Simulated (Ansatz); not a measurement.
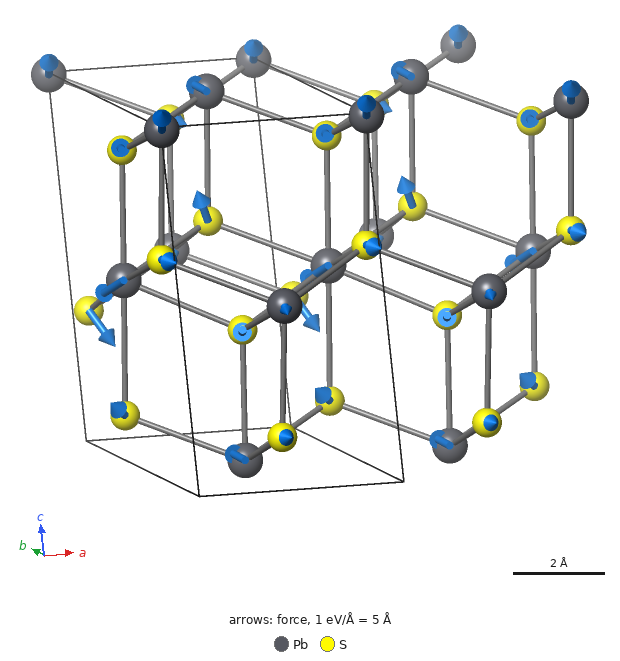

Starting geometry of a crystal of PbS2 (built on the CaF2-225 type type) with the computed forces as blue arrows. The picture is a ball-and-stick view of the cell of the calculation, reduced to other axes, repeated 2 × 1 × 1 with one cell outlined, seen slightly off an axis. Lengths and directions refer to the drawn axes.

Case: shaken.

Level of theory: DFT, PBEsol, plane waves, PAW in Ansatz. Set-up: plane-wave cutoff 420 eV; k-point mesh 4 × 4 × 4; occupations fermi dirac; smearing width 0.05 eV; no spin polarisation; cell and atoms relaxed; force threshold 0.01 eV/Å; at most 120 steps.

What follows when this structure is relaxed?

It isn't relaxed: the largest force vector, on a Pb atom, is 0.30 eV/Å. The final displacements have little in common with the starting forces (cosine between the two patterns 0.24). The largest move relative to the cell is that of a Pb atom, 0.72 Å along [−1 0 1]. By element the largest moves are Pb 0.72 Å, S 0.61 Å. The drawn cell changes as follows: a 4.738 → 5.068 Å (+7.0 %), b 8.114 → 7.640 Å (−5.8 %), c 8.285 → 8.232 Å (−0.6 %), α 70.4° → 76.8°, β 88.9° → 83.7°, γ 90.0° → 99.9°; the volume changes by +0.6 %. Near-neighbour distances that change, for instance: S–S 3.306 → 2.111 Å, S–S 3.257 → 2.111 Å, Pb–S 2.841 → 3.166 Å, Pb–S 2.898 → 3.165 Å. New bonds form: S–S (3.24 → 2.11 Å), S–S (3.26 → 2.11 Å), S–S (3.31 → 2.11 Å). Among the angles between lasting bonds that change: S–Pb–S 178.2° → 127.6°, S–Pb–S 176.5° → 127.6°, S–Pb–S 175.7° → 127.6°. The space group (tolerance 0.01 Å) goes from P1 (No. 1) to C2/c (No. 15). After 13 accepted moves (15 points after the start) the energy has fallen by 6.281 eV per cell of the calculation. The largest force component goes from 0.2 to 0.005 eV/Å. The pressure goes from −0.96 to 0.03 GPa. At 2 points the geometry stayed and the basis and grid were re-selected for the new cell (energy shift of 9.9 meV per cell of the calculation at most each time). Cost: 2.3 min on 1 × NVIDIA H100 80GB HBM3 with 2 threads of AMD EPYC 7R13 Processor (Zen 3), on a shared host, peak memory 1.4 GiB.
